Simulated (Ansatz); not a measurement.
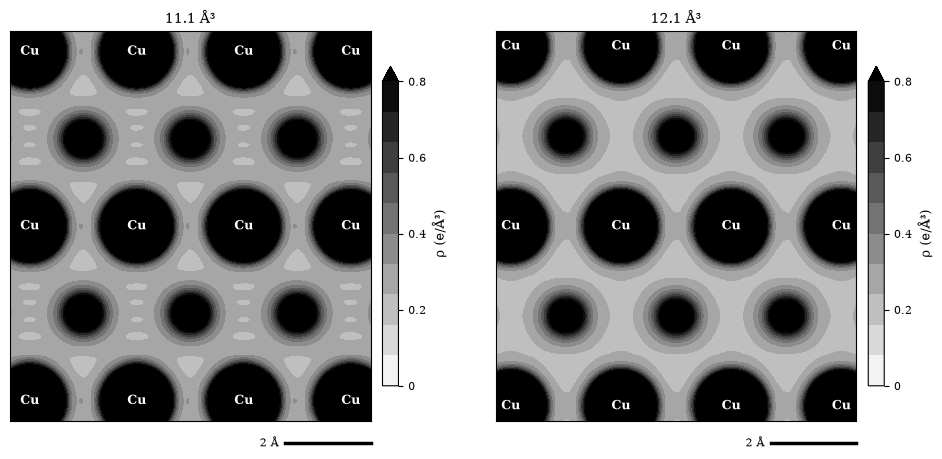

Cu. The valence electron density of cells scaled evenly to different volumes (given per atom above each panel), on the (100) plane of each (indices in the axes of the cell below), at one length scale and on one colour scale.

A structure from a database of computed crystals, not necessarily the ambient phase; computed without spin polarisation.

Computed with Ansatz 0.2.0, DFT r2SCAN, scalar-relativistic, plane waves, PAW.

In a PAW calculation such maps are meaningful between the atoms, not at the nuclei.

The largest cell:

```
Cu
1.0
     2.58013    0.00000    0.00000
    -1.29007    2.23446    0.00000
     0.00000    0.00000    4.21085
Cu
2
Direct
  0.33333 0.66667 0.25000
  0.66667 0.33333 0.75000
```

| volume (Å³/atom) | Cu–Cu contact in the plane (Å) | ρ at its midpoint (e/Å³) | pressure (GPa) | 
| --- | --- | --- | --- |
| 11.11 | 2.505 | 0.316 | 5.3 | 
| 11.45 | 2.531 | ? | ? | 
| 12.14 | 2.580 | 0.283 | −8.1 | 

Q: Estimate the missing row, and compare with the calculation.

A: Over the known rows ln ρ falls by 1.47 per Å of Cu–Cu distance (the line through the two), which gives 0.304 e/Å³ at 2.531 Å; the calculation gives 0.304 e/Å³. For the pressure, a straight line in volume between the neighbouring rows gives 0.9 GPa; the calculation gives 0.0, lower because pressure rises ever faster on compression.
